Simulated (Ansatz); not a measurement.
**NbN: geometry relaxation (part 1 of 3)**

System: NbN (slab, 24 atoms in the cell).
Method: DFT PBE+D3(BJ), scalar-relativistic, plane waves, PAW, no spin polarisation (Ansatz 0.2.0).

The structure derives from an entry of the Crystallography Open Database. The input holds or restrains some coordinates. Forces given for the steps count only the free coordinates. It belongs to a series of runs on one base structure; here: clean slab, lower planes held.

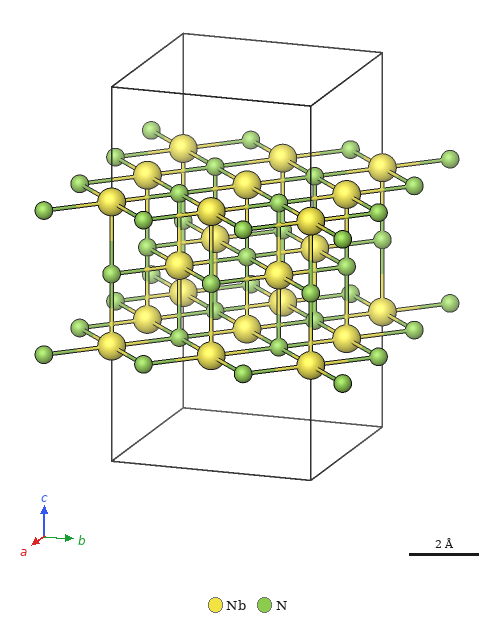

*The structure as given in the input (ball-and-stick view of the cell of the calculation, with the vacuum cut short, seen slightly off an axis; bonded neighbours outside the cell are drawn too). An atom can appear more than once, as a periodic image.*

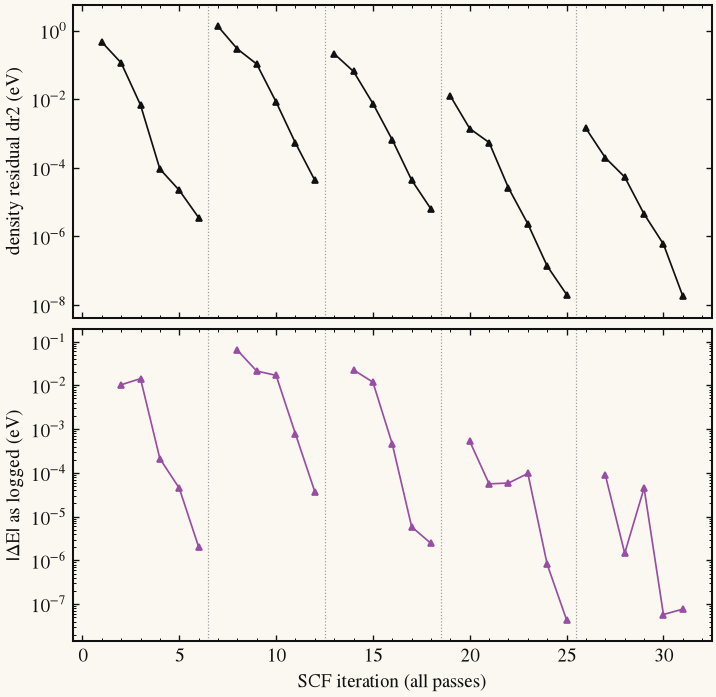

*Convergence of the self-consistent field: density residual dr2 and size of the energy change against the SCF iteration. The dotted lines part the SCF passes of the relaxation: geometry steps, rejected trials and re-solves on a re-selected basis.*

The 5 passes take 6 to 7 iterations each, 31 in all.

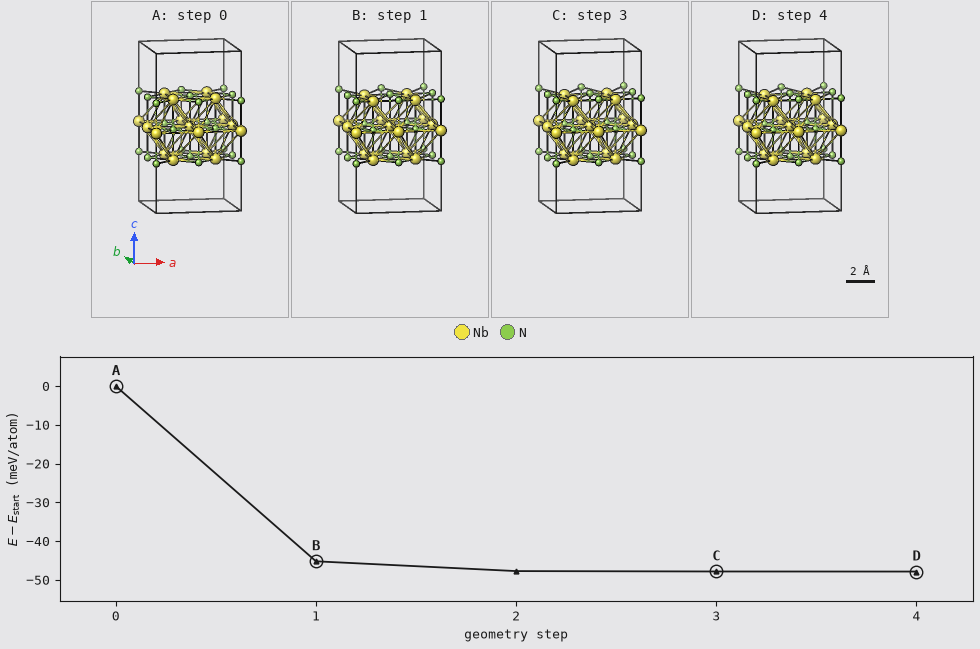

*Frames of the restrained relaxation (ball-and-stick view of the cell of the calculation, with the vacuum cut short (origin shifted), seen slightly off an axis) above the curves, on which the letters mark them (the first geometry is step 0 here and step 1 in the log).*

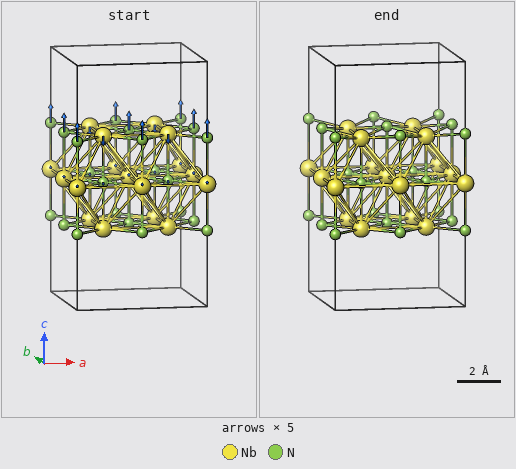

*Before (left) and after (right) the restrained relaxation, at one scale (ball-and-stick view of the cell of the calculation, with the vacuum cut short (origin shifted), seen slightly off an axis). The blue arrows give the displacements, magnified 5 times.*

After 4 geometry steps the energy has fallen by 47.8 meV per atom. The largest force component goes from 1.8 to 0.0074 eV/Å. The largest moves, 0.19 Å, are those of N21, N22, N23 and N24. Largest moves by element: N 0.19 Å, Nb 0.10 Å. The lattice vectors keep their values. Among the contacts that change: Nb10–N22 2.192 → 2.344 Å, Nb10–Nb17 3.101 → 3.002 Å, N13–Nb20 2.192 → 2.125 Å, Nb1–N13 2.192 → 2.155 Å. Among the angles that change: Nb17–N22–Nb20 180.0° → 164.8°, Nb10–N22–Nb17 90.0° → 82.4°, Nb9–N16–Nb12 180.0° → 176.1°. (Atoms are counted from 1 in the order of the input.)

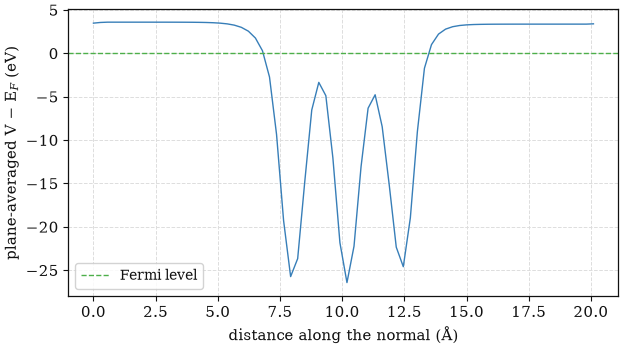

*Plane average of the electrostatic potential energy of an electron across the cell, from the Fermi level.*

The vacuum level lies 3.36 eV above the Fermi level on the upper side and 3.59 eV on the lower.

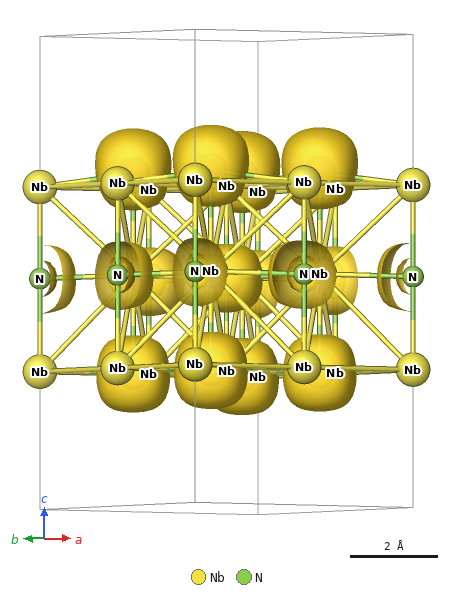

*Isosurface of the electron localisation function at 0.65 (yellow), seen at an oblique angle. Only the valence region is drawn (cores and ρ < 0.01 e/Å³ removed). Sticks mark near contacts.*

Profiles from the grid: Nb–N (2.13 Å): the ELF peaks at about 0.80 in the valence shell of N, 0.6 Å from its nucleus, and drops to about 0.20 between the two atoms (no shared pair; the contact is polar). Nb–Nb (3.00 Å): the ELF is about 0.25 at the midpoint; no shared electron pair. Core electrons are frozen (PAW), so the fields are smoothed inside the atomic spheres.

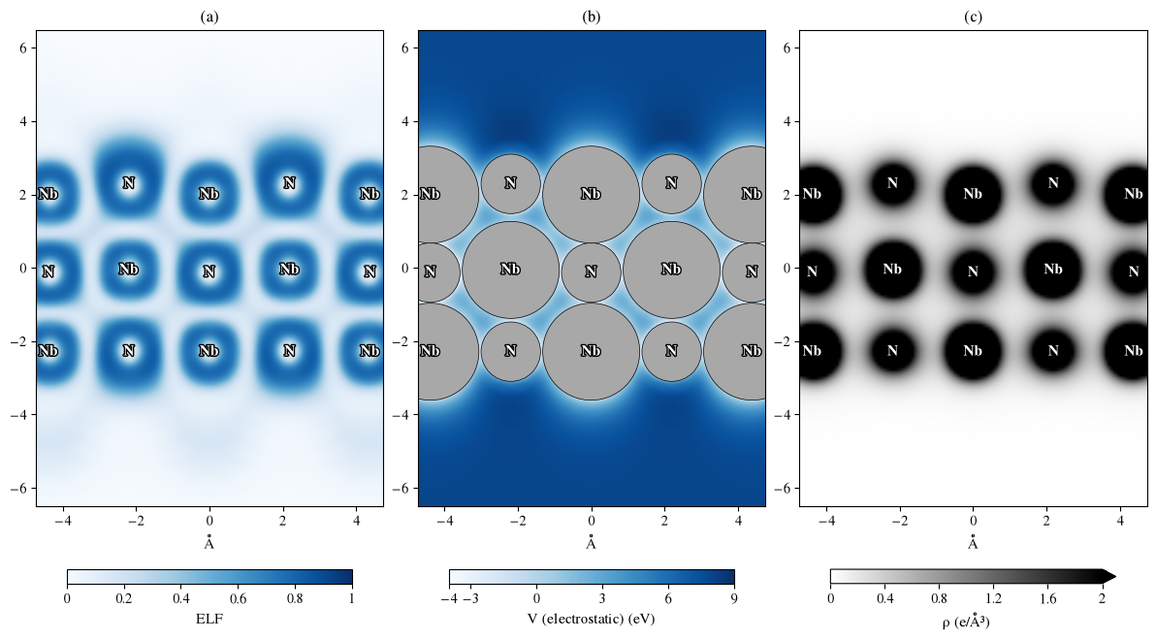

*(a) ELF; (b) electrostatic potential (local pseudopotential plus Hartree) felt by an electron; (c) valence charge density (pseudo) on the (11̄0) plane of the calculation cell, a cut from vacuum to vacuum. Grey discs, where drawn, cover atomic cores.*

The section cuts through Nb and N sites. Nb–N (2.15 Å): the density is about 0.63 e/Å³ at the midpoint; the ELF peaks at about 0.80 in the valence shell of N, 0.6 Å from its nucleus, and drops to about 0.20 between the two atoms; a polar contact without a shared pair, in a metal. Nb–Nb (3.00 Å): the density is about 0.25 e/Å³ at the midpoint; the ELF is about 0.25 at the midpoint (no shared electron pair). Nb–N (2.19 Å): ρ is about 0.57 e/Å³ halfway; the ELF peaks at about 0.80 in the valence shell of N, 0.6 Å from its nucleus, and drops to about 0.15 between the two atoms (no shared pair; the contact is polar). Nb–N (2.34 Å): the density is about 0.42 e/Å³ at the midpoint; the ELF is about 0.15 at the midpoint (a polar contact without a shared pair, in a metal). Nb–Nb (3.13 Å): ρ at the midpoint is about 0.22 e/Å³; the ELF is about 0.20 at the midpoint (no localised pair between them). The density dies away to nearly zero in the vacuum. The strong features right at Nb lie inside the PAW spheres (semicore, d or f shells) and say nothing about bonding.

The input that produced these results follows, with the program's output.

### Input
```yaml
crystal:
  lattice:
    - [6.2011598397, 0.0, 0.0]
    - [0.0, 6.2011598397, 0.0]
    - [0.0, 0.0, 20.3848821739]
  atoms:
    - { symbol: Nb, position: [0.5, 0.5, 0.3924476939] }
    - { symbol: Nb, position: [0.5, 0.0, 0.3924476939] }
    - { symbol: Nb, position: [0.0, 0.5, 0.3924476939] }
    - { symbol: Nb, position: [0.0, 0.0, 0.3924476939] }
    - { symbol: "N", position: [0.25, 0.25, 0.3924476939] }
    - { symbol: "N", position: [0.25, 0.75, 0.3924476939] }
    - { symbol: "N", position: [0.75, 0.25, 0.3924476939] }
    - { symbol: "N", position: [0.75, 0.75, 0.3924476939] }
    - { symbol: Nb, position: [0.75, 0.75, 0.5] }
    - { symbol: Nb, position: [0.75, 0.25, 0.5] }
    - { symbol: Nb, position: [0.25, 0.75, 0.5] }
    - { symbol: Nb, position: [0.25, 0.25, 0.5] }
    - { symbol: "N", position: [0.5, 0.5, 0.5] }
    - { symbol: "N", position: [0.5, 0.0, 0.5] }
    - { symbol: "N", position: [0.0, 0.5, 0.5] }
    - { symbol: "N", position: [0.0, 0.0, 0.5] }
    - { symbol: Nb, position: [0.0, 0.0, 0.6075523061] }
    - { symbol: Nb, position: [0.0, 0.5, 0.6075523061] }
    - { symbol: Nb, position: [0.5, 0.0, 0.6075523061] }
    - { symbol: Nb, position: [0.5, 0.5, 0.6075523061] }
    - { symbol: "N", position: [0.75, 0.75, 0.6075523061] }
    - { symbol: "N", position: [0.75, 0.25, 0.6075523061] }
    - { symbol: "N", position: [0.25, 0.75, 0.6075523061] }
    - { symbol: "N", position: [0.25, 0.25, 0.6075523061] }
basis:
  ecutwfc: 420
kpoints:
  mp_grid: { grid: [3, 3, 1] }
hamiltonian:
  xc: pbe
  dispersion: d3bj
scf:
  occupations: { method: gaussian, width: 0.1 }
output:
  forces: true
  eigenvalues: true
  write_density: true
  write_potential: true
  elf: true
  volumetric_format: npy
relax:
  adjacent_minimum: "off"
  f_tol: 0.03
  max_steps: 70
  constraints: [{ sites: [0, 1, 2, 3, 4, 5, 6, 7] }]
efield:
  axis: 3
  dipole_correction: true
  ramp_width: 0.04
```

Launch command:
```bash
ansatz run input.yaml --threads 4 --pin off --max-ram 10240MiB --backend cpu --events-out ev --progress --plain --runs-dir out
```

### The program's output
```
Engine: ansatz 0.2.0, x86_64-unknown-linux-gnu
Pseudopotentials: kind: paw
Pseudopotential: Nb, paw, valence charge 13, recommended cutoff 420 eV (normal), Nb.paw.azcp
Pseudopotential: N, paw, valence charge 5, recommended cutoff 420 eV (normal), N.paw.azcp
Functional definition: PBE
  parameter kappa = 0.804
  parameter beta = 0.06672455060314922
  exchange = pbe_x(kappa = kappa, mu = beta*pi^2/3)
  correlation = pbe_c(beta = beta)
Crystal: 24 atoms, lattice volume = 783.888 Å³
Basis set: ecut = 420 eV, 15337 PW (Γ), exchange–correlation on 90×90×288 points (8 copies of the dense FFT grid, shifted against one another)
Bands: 132, of which v1, the nominal top of the filled ones, is band 108 counted from 1 (107 counted from 0)
Symmetry: 32 space group operations
k-points: 3 of 9
Non-local potential: Nb, projectors of the file, l = 0: 3, l = 1: 2, l = 2: 2, l = 3: 1
Non-local potential: N, projectors of the file, l = 0: 2, l = 1: 2, l = 2: 1
PAW form: soft (Blöchl's): semilocal exchange-correlation on the pseudo side does not see the compensation charge
PAW one-centre angular grid: Nb, 590 points (default); XC on 64 Gauss nodes
PAW one-centre angular grid: N, 110 points (default); XC on 64 Gauss nodes
Initial density: superposition of atomic densities (neutral atoms: chi_scale 0, normalization atom), corrected by the library's trained network
Initial wavefunctions: pseudopotential atomic-orbital guess
Functional: x = pbe(κ = 0.804, μ = 0.2195149727645171), c = pbe(β = 0.06672455060314922)
SCF iter   1: F=—  HF=-59259.048610 eV  |F-HF|=—  |Δ(HF+E_count)|=         —  Δρ=3.82e-3  dr2=4.65e-1  ethr=1.77e-3  p=0.000 e·Å  D=6.09e-15 V/Å  ΔV_dip=-0.00 eV  dr2_dipole=6.28e-7  V_vac-E_F(+/−)=3.38/3.38 eV  ⟨swp⟩=7.7  Hψ=1782  notcnv=0
efield: sawtooth ramp at fractional position 0.9800 (placed from the atoms, in the widest stretch of the axis that holds none; the zero of the levels goes with the place), width 0.0400; the density the first Hamiltonian is built on has a dipole p = 0.000 e·Å; the dipole correction subtracts the counter field D = 6.09e-15 V/Å, which shifts the + side's vacuum level by -0.00 eV against the − side's; the planar-averaged density in the ramp window peaks in size at 5.4e-5 e/Å³
preconditioner: auto → LDOS  [insulator: Δε(μ)=0.130 eV  Ē_g=8.026 eV  σ=0.100 eV  W_gap=0.53  n_scr=130 (ndim 8)  ℏωp=14.5 eV  f_vac=0.594  D(μ)=12.81/eV (n_scr^D=74)  ε∞_Penn≈4.3  β→1.0]
SCF iter   2: F=—  HF=-59259.038342 eV  |F-HF|=—  |Δ(HF+E_count)|=   1.03e-2  Δρ=2.22e-3  dr2=1.15e-1  ethr=2.15e-4  p=-0.000 e·Å  D=-3.31e-5 V/Å  ΔV_dip=0.00 eV  dr2_dipole=2.19e-6  V_vac-E_F(+/−)=3.29/3.29 eV  ⟨swp⟩=2.0  Hψ=615  notcnv=0  defer=18
SCF iter   3: F=—  HF=-59259.024105 eV  |F-HF|=—  |Δ(HF+E_count)|=   1.42e-2  Δρ=4.18e-4  dr2=6.81e-3  ethr=5.32e-5  p=-0.000 e·Å  D=-4.89e-6 V/Å  ΔV_dip=0.00 eV  dr2_dipole=5.65e-8  V_vac-E_F(+/−)=3.34/3.34 eV  ⟨swp⟩=2.0  Hψ=542  notcnv=0  defer=18
SCF iter   4: F=—  HF=-59259.023895 eV  |F-HF|=—  |Δ(HF+E_count)|=   2.11e-4  Δρ=8.75e-5  dr2=9.28e-5  ethr=3.15e-6  p=0.000 e·Å  D=1.63e-7 V/Å  ΔV_dip=-0.00 eV  dr2_dipole=6.03e-12  V_vac-E_F(+/−)=3.33/3.33 eV  ⟨swp⟩=3.0  Hψ=645  notcnv=0  defer=7
iter 5 did not close the SCF: its close was put off for the readings that it lacked (scf_convergence_deferred on its scf_iter line)
SCF iter   5: F=-59259.023926 eV  HF=-59259.023940 eV  |F-HF|=1.40e-5  |Δ(HF+E_count)|=   4.48e-5  Δρ=2.94e-5  dr2=2.23e-5  ethr=4.30e-8  p=-0.000 e·Å  D=-3.34e-7 V/Å  ΔV_dip=0.00 eV  dr2_dipole=1.57e-10  V_vac-E_F(+/−)=3.33/3.33 eV  ⟨swp⟩=3.0  Hψ=731  notcnv=0  defer=7
SCF iter   6: F=-59259.023939 eV  HF=-59259.023942 eV  |F-HF|=2.40e-6  |Δ(HF+E_count)|=   2.04e-6  Δρ=1.79e-5  dr2=3.56e-6  ethr=1.03e-8  p=0.000 e·Å  D=1.75e-7 V/Å  ΔV_dip=-0.00 eV  dr2_dipole=1.36e-10  V_vac-E_F(+/−)=3.33/3.33 eV  ⟨swp⟩=20.3  Hψ=4411  notcnv=0
SCF 1 converged in 6 iterations: F = -59259.023939 eV  dr2 = 3.56e-6
  greatest PAW one-centre occupation: 0.998 electrons in one spin orbital (limit 2), on the Nb atom at site 11 (counted from 0), in its partial waves of l = 0
relax step   1: F+E_penalty+E_count = -59259.02393923 eV  Δ(F+E_penalty+E_count) = +0.000e0 eV  max|allowed force component| = 1.827e0 eV/Å  Δτ_max = 0.0000 Å  (6 SCF iters, dr2 threshold 2.25e-5 eV, accepted)
Initial density: handed on by an earlier stage of this run
Initial wavefunctions: those handed on with the density
iter 1 solved again at ethr=6.16e-4 eV; its pass at ethr=3.10e-3 eV (dr2=1.33e0 eV) is discarded
```
